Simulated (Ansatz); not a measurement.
Single-point calculation, with input and output: HfN (part 2 of 2)

HfN (slab, 12 atoms in the cell); DFT PBEsol, scalar-relativistic, plane waves, PAW, no spin polarisation (Ansatz 0.2.0); cutoff 420 eV, 11×8×1 k-mesh, Gaussian smearing of 0.1 eV. It belongs to a series of runs on one base structure; here: repeats removed: 1.

Geometry of the input (Å; fractional positions):
```
3.1831  0.0000  0.0000
0.0000  4.5016  0.0000
0.0000  0.0000  22.9577
Hf 0.5000  0.0000  0.3267
N  0.5000  0.5000  0.3267
Hf 0.0000  0.5000  0.3960
N  0.0000  0.0000  0.3960
Hf 0.5000  0.0000  0.4653
N  0.5000  0.5000  0.4653
Hf 0.0000  0.5000  0.5347
N  0.0000  0.0000  0.5347
Hf 0.5000  0.0000  0.6040
N  0.5000  0.5000  0.6040
Hf 0.0000  0.5000  0.6733
N  0.0000  0.0000  0.6733
```

## Output, continued
```
  k-point 0: bands = ["-54.9818", "-54.9816", "-54.8255", "-54.7802", "-54.6184", "-54.6164", "-24.0217", "-23.9954", "-23.9754", "-23.7915", "-23.7573", "-23.7030", "-23.6461", "-23.5168", "-23.4883", "-23.4587", "-23.4399", "-23.4227", "-23.3116", "-23.2723", "-23.2687", "-23.2149", "-23.1356", "-23.1295", "-9.3887", "-8.5942", "-8.2928", "-7.9922", "-6.4120", "-6.3558", "-4.9901", "-4.9896", "-4.9773", "-4.9771", "-4.9460", "-4.9457", "-4.9206", "-4.9204", "-4.9042", "-4.9036", "-4.8803", "-4.8800", "-4.8439", "-4.8437", "-4.7780", "-4.7611", "-4.7535", "-4.7450", "-4.7416", "-4.7311", "-4.7283", "-4.7188", "-4.7109", "-4.7097", "-4.6972", "-4.6932", "-4.6777", "-4.6761", "-4.5666", "-4.5659", "-4.5418", "-4.5384", "-4.5376", "-4.5350", "-4.5346", "-4.5341", "-4.5178", "-4.5167", "-4.5159", "-4.5139", "-4.5049", "-4.4554", "0.5596", "0.7623", "2.1052", "2.2316", "2.2651", "2.2792", "2.3490", "2.6250", "2.8377", "3.3253", "3.5373", "3.7741", "3.9362", "4.8927", "5.0543", "5.3666", "5.7965", "5.8393", "6.0326", "6.8636", "7.4230", "7.7107", "7.8695", "7.9119", "8.4412", "8.5693", "8.6151", "8.7025", "8.9726", "9.7609", "9.9345", "9.9901", "10.4445", "10.5129", "10.5356", "10.8595", "11.0478", "11.0808", "11.3393", "11.4223"]
  k-point 1: bands = ["-54.9816", "-54.9814", "-54.8235", "-54.7815", "-54.6189", "-54.6169", "-24.0618", "-24.0111", "-23.9887", "-23.7826", "-23.7743", "-23.7008", "-23.5839", "-23.5442", "-23.5074", "-23.4548", "-23.4206", "-23.3600", "-23.3265", "-23.3148", "-23.2400", "-23.2238", "-23.1424", "-23.1346", "-9.2748", "-8.5159", "-8.2234", "-7.9240", "-6.3405", "-6.2877", "-4.9901", "-4.9896", "-4.9772", "-4.9769", "-4.9435", "-4.9432", "-4.9206", "-4.9203", "-4.9041", "-4.9035", "-4.8703", "-4.8699", "-4.8434", "-4.8432", "-4.7727", "-4.7589", "-4.7494", "-4.7432", "-4.7396", "-4.7273", "-4.7250", "-4.7185", "-4.7133", "-4.7093", "-4.6977", "-4.6914", "-4.6778", "-4.6763", "-4.5610", "-4.5591", "-4.5412", "-4.5382", "-4.5370", "-4.5346", "-4.5339", "-4.5326", "-4.5175", "-4.5164", "-4.5160", "-4.5137", "-4.4997", "-4.4484", "0.4007", "0.5850", "1.8543", "1.9906", "2.1802", "2.2075", "2.3507", "2.4036", "2.7917", "3.2783", "3.4328", "3.4517", "3.9151", "4.6961", "4.7568", "4.8342", "5.7079", "5.8207", "5.8865", "6.8221", "7.4538", "7.6592", "8.0629", "8.2166", "8.4357", "8.5635", "8.6802", "8.8928", "9.1245", "9.9454", "9.9951", "10.4934", "10.4960", "10.5484", "10.9017", "11.1726", "11.2217", "11.3154", "11.4776", "11.4818"]
  k-point 2: bands = ["-54.9811", "-54.9810", "-54.8178", "-54.7855", "-54.6200", "-54.6183", "-24.1288", "-24.0703", "-24.0050", "-23.7925", "-23.7541", "-23.7175", "-23.5408", "-23.5118", "-23.4819", "-23.4452", "-23.4145", "-23.3402", "-23.3254", "-23.3224", "-23.2641", "-23.2054", "-23.1587", "-23.1482", "-8.9726", "-8.3413", "-8.0305", "-7.7577", "-6.1637", "-6.1221", "-4.9900", "-4.9895", "-4.9769", "-4.9766", "-4.9385", "-4.9382", "-4.9205", "-4.9202", "-4.9027", "-4.9019", "-4.8421", "-4.8419", "-4.8410", "-4.8391", "-4.7564", "-4.7529", "-4.7398", "-4.7387", "-4.7326", "-4.7247", "-4.7199", "-4.7167", "-4.7148", "-4.7078", "-4.6930", "-4.6878", "-4.6784", "-4.6773", "-4.5506", "-4.5488", "-4.5397", "-4.5370", "-4.5358", "-4.5339", "-4.5298", "-4.5199", "-4.5166", "-4.5159", "-4.5157", "-4.5131", "-4.4802", "-4.4253", "0.0022", "0.1397", "1.3446", "1.3597", "1.9805", "2.0609", "2.0757", "2.1975", "2.5459", "2.6510", "3.1693", "3.2676", "3.6630", "3.8024", "4.1740", "4.6181", "5.5258", "5.6244", "5.7916", "6.7028", "7.5921", "7.6782", "8.1559", "8.5410", "8.8864", "8.9079", "9.1085", "9.6080", "9.6932", "10.2461", "10.3461", "10.5716", "10.5917", "10.6728", "11.3894", "11.4315", "11.4738", "11.6042", "11.7361", "11.8428"]
  k-point 29: bands = ["-54.9610", "-54.9608", "-54.7792", "-54.7792", "-54.5998", "-54.5998", "-24.1531", "-24.1531", "-23.9612", "-23.9611", "-23.8962", "-23.8961", "-23.8179", "-23.8179", "-23.6207", "-23.6207", "-23.5200", "-23.5200", "-23.3449", "-23.3449", "-23.2965", "-23.2965", "-23.2860", "-23.2860", "-7.8704", "-7.8704", "-7.4347", "-7.4347", "-5.6613", "-5.6612", "-4.9697", "-4.9695", "-4.9651", "-4.9649", "-4.9359", "-4.9357", "-4.9170", "-4.9167", "-4.9032", "-4.9030", "-4.8617", "-4.8615", "-4.7466", "-4.7466", "-4.7339", "-4.7339", "-4.7127", "-4.7127", "-4.7021", "-4.7021", "-4.6994", "-4.6992", "-4.6980", "-4.6980", "-4.6886", "-4.6886", "-4.6287", "-4.6287", "-4.5558", "-4.5558", "-4.5382", "-4.5382", "-4.5304", "-4.5304", "-4.5227", "-4.5227", "-4.5088", "-4.5088", "-4.4574", "-4.4574", "-4.3509", "-4.3509", "-0.6660", "-0.6660", "0.5581", "0.5581", "1.5937", "1.5937", "1.7505", "1.7505", "1.8578", "1.8578", "2.1423", "2.1423", "3.1126", "3.1126", "3.4943", "3.4943", "4.3816", "4.3816", "8.2798", "8.2798", "9.3037", "9.3037", "9.4054", "9.4054", "10.2039", "10.2039", "10.2699", "10.2699", "10.4661", "10.4661", "10.9916", "10.9916", "11.3597", "11.3597", "11.7128", "11.7128", "12.8262", "12.8262", "13.3978", "13.3979"]
```

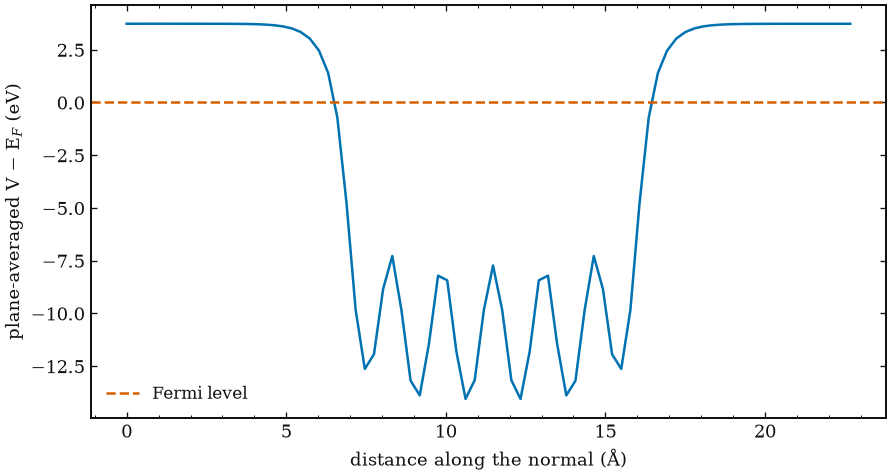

**Figure 1.** Plane average of the electrostatic potential energy of an electron across the cell, from the Fermi level. The vacuum level lies 3.73 eV above the Fermi level.

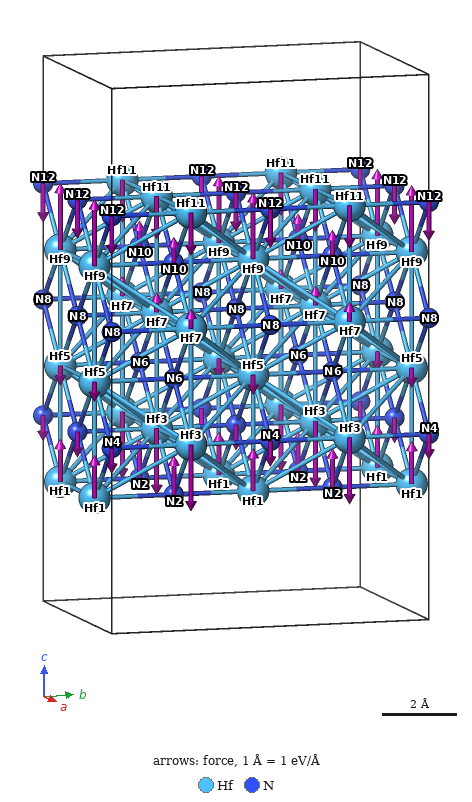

**Figure 2.** Forces on the atoms as pink arrows (ball-and-stick view of the 2 × 2 repeat of the cell, with the vacuum cut short, seen slightly off an axis; atoms are numbered from 1 in the order of the input); the smallest are left out. The largest act on Hf3, Hf9 (1.84 eV/Å); Hf1, Hf11 (1.18 eV/Å); N2, N12 (1.08 eV/Å); N4, N10 (0.71 eV/Å), among others. The geometry is not a stationary point of this energy.

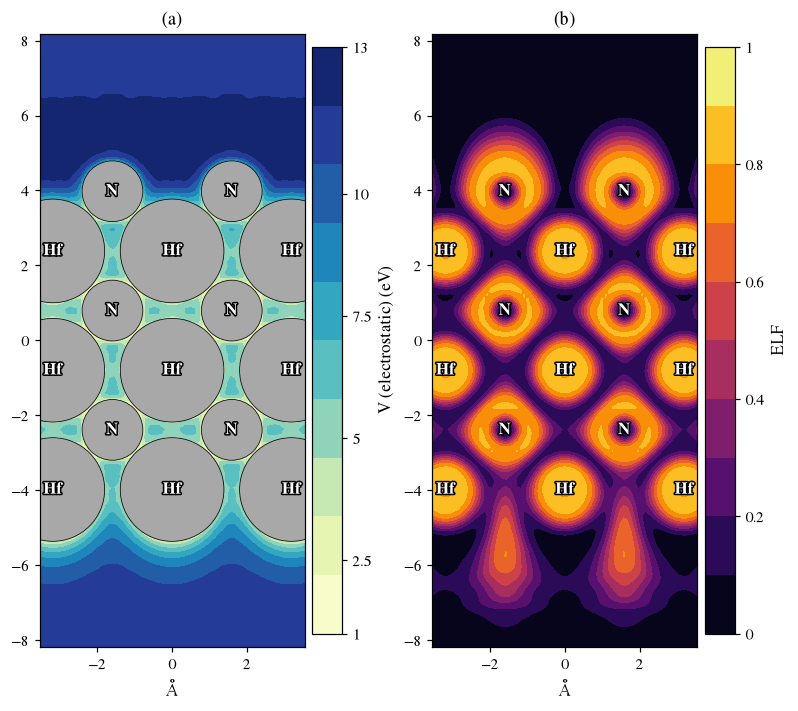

**Figure 3.** (a) electrostatic potential (local pseudopotential plus Hartree) felt by an electron; (b) ELF on the (010) plane of the calculation cell, a cut from vacuum to vacuum. Grey discs, where drawn, cover atomic cores. The plane passes through Hf and N nuclei. Hf–N (2.25 Å): the ELF is about 0.20 at the midpoint; a polar contact without a shared pair, in a metal. Hf–Hf (3.18 Å): the ELF is about 0.35 at the midpoint (no localised pair between them). The strong features right at Hf lie inside the PAW spheres (semicore, d or f shells) and say nothing about bonding. Core electrons are frozen (PAW), so the fields are smoothed inside the atomic spheres.

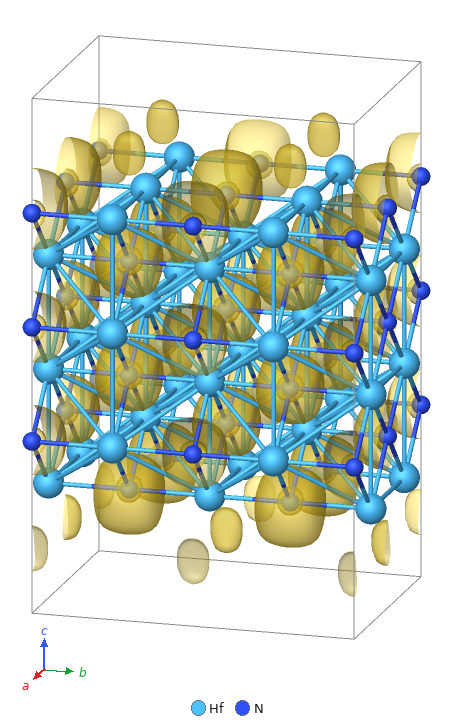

**Figure 4.** Isosurface of the ELF at 0.6 (yellow), seen slightly off an axis. Only the valence region is drawn (cores and ρ < 0.01 e/Å³ removed). Sticks mark near contacts. Counts are for one cell; the picture repeats the cell along the surface. Profiles from the grid: Hf–N (2.25 Å): the ELF is about 0.20 at the midpoint; no shared pair; the contact is polar. Hf–Hf (3.18 Å): the ELF is about 0.20 at the midpoint; no shared electron pair.
